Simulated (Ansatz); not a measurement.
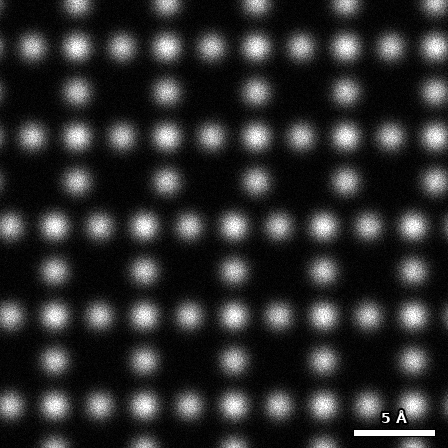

Dark-field STEM-like image of CrI₃ (Pm-3m, No. 221) along [001]. Simulation: incoherent imaging, intensity Z^1.8 per atom, probe width 1.30 Å, thin sample. Shot noise was added.

One planar defect was built into the perfect crystal by geometry alone, without relaxation. Host structure: a calculation's starting geometry; the starting structure was generated, so it need not be a known form of this composition.

**Find the planar defect and say what kind it is.**

A planar fault (a stacking fault or antiphase boundary) runs horizontally about 13 Å below the top edge. The part above it is shifted along the boundary by 1/4 of the 5.63 Å repeat of the rows (1.4 Å to the right, the same as 4.2 Å to the left); both parts keep the same orientation.
